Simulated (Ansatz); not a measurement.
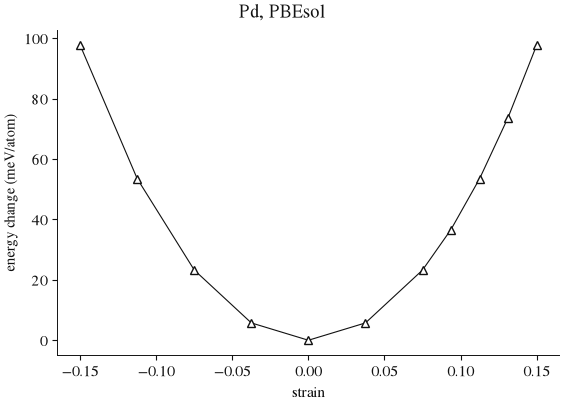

Plotted: energy change against strain for Pd, space group Im-3m (No. 229).

Structure:
```yaml
crystal:
  lattice:
    - [-1.57228, 1.57228, 1.57228]
    - [1.57228, -1.57228, 1.57228]
    - [1.57228, 1.57228, -1.57228]
  atoms:
    - { symbol: Pd, position: [0.00000, 0.00000, 0.00000] }
```

Method: homogeneous strain of a crystal along one Voigt pattern with engineering shear, fractional coordinates fixed, by plane-wave density functional theory with PAW datasets, free energies less that of the undisturbed cell, pressure positive in compression; scalar-relativistic (Ansatz 0.2.0). Level: PBEsol, no spin polarisation.

wave cutoff 420 eV; k mesh 22×22×22; occupations Gaussian; smearing width 0.15 eV; k shift (0, 0, 0) (mesh steps); start as given; strain pattern (0, 0, 0, 0, 0, 1) (xx yy zz yz xz xy with engineering shear).

The points at strain −0.1125, −0.0375, 0.075 and 0.15 follow from computed ones by symmetry.

From this curve and the settings, what does the calculation give for the tensile stress summed over the strain pattern and pressure at the same points?

The tensile stress summed over the strain pattern rises from −14.6 GPa at strain −0.1500 to 14.6 GPa at 0.1500, and changes sign near 0.000. The pressure goes from −5.135 GPa at strain −0.1500 to −5.135 GPa at 0.1500, not monotonically, with a low of −9.841 GPa at 0.0000.

```tsv
strain	tensile stress summed over the strain pattern (GPa)	pressure (GPa)
-0.1500	-14.6	-5.135
-0.1125	-10.6	-7.220
-0.0750	-6.8	-8.684
-0.0375	-3.3	-9.552
0.0000	0.0	-9.841
0.0375	3.3	-9.552
0.0750	6.8	-8.684
0.0937	8.7	-8.030
0.1125	10.6	-7.220
0.1312	12.6	-6.260
0.1500	14.6	-5.135
```

Note: reference crystal is not relaxed.
